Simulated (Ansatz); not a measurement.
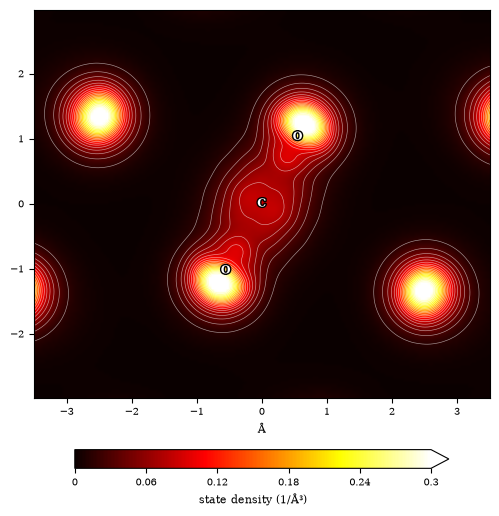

Figure 1: CO2. Density of the Kohn–Sham states from −5.8 to −3.4 eV about the valence-band maximum (a separate group of bands), scaled to one electron a cell: a map on the (111) plane of the conventional cell.

Space group P4_2/mnm; the calculation finds a residual pressure of about 2 GPa at this fixed cell. The cell comes from a database of computed structures, not from a measurement.

Computed with DFT PBE, scalar-relativistic, plane waves, PAW in Ansatz.

Core electrons are frozen (PAW), so the fields are smoothed inside the atomic spheres.

### Describe these states.

Projected on a minimal set of atomic orbitals (Löwdin), they are O 2p (65 %), C 2p (20 %) and O 2s (15 %).
- In space (atomic cells sized by Bader volumes) the density divides as O about 85 % and C about 15 %.
- The group holds 16 electrons when full, in the cell of the calculation (6 atoms).

Run time: 2.8 s on 2 threads of Arm Neoverse V1 (shared host), peak memory 0.37 GiB.
